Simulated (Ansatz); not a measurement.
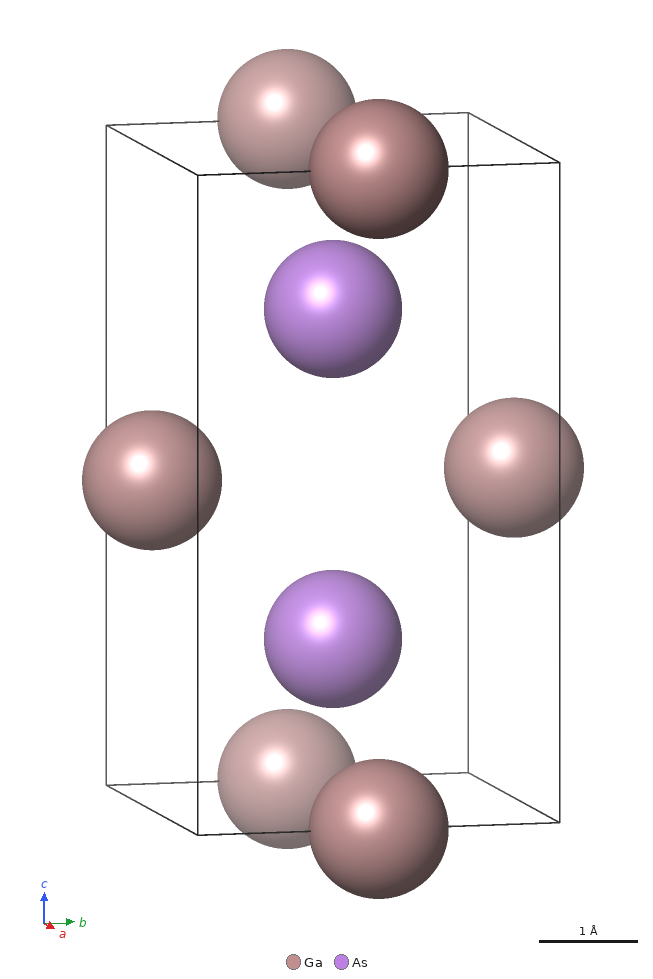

The crystal in a spheres-only representation, seen slightly off an axis. Atoms at the boundary of the simulation cell (the box) are drawn once for each face, edge or corner they touch.

```
CELL_PARAMETERS angstrom
3.81700 0.00000 0.00000
0.00000 3.81700 0.00000
0.00000 0.00000 6.81509
ATOMIC_POSITIONS crystal
Ga 0.00000 0.50000 0.00000
Ga 0.50000 0.00000 0.50000
As 0.50000 0.50000 0.25000
As 0.50000 0.50000 0.75000
```

Theory: DFT PBE, scalar-relativistic, plane waves, PAW in Ansatz 0.2.0. Numerical settings: cutoff 420 eV, Brillouin-zone sampling on a 12×12×8 mesh, Gaussian smearing of 0.1 eV, no spin polarisation.

**How charged are the atoms, by the Bader scheme?**

Ga +0.48 e; As -0.48 e.

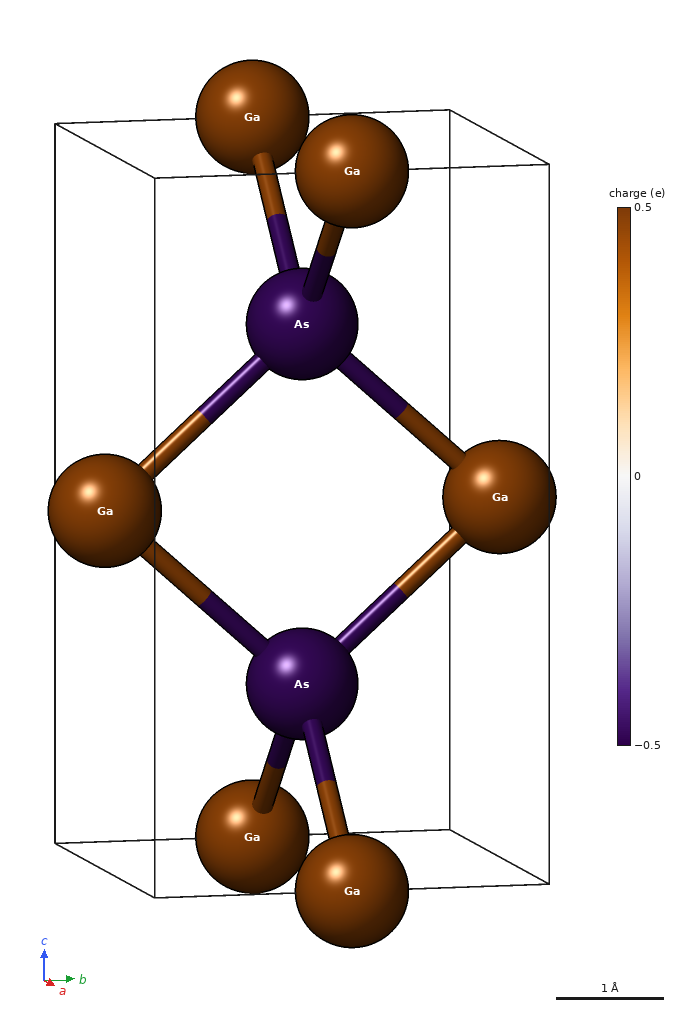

The atoms coloured by those charges.

Its origin is a structure type filled with these elements by a generator (whether the compound takes this form wasn't checked). Earlier steps of the study may have refined or changed the cell and positions. Ansatz was used for an electronic-structure calculation on it.
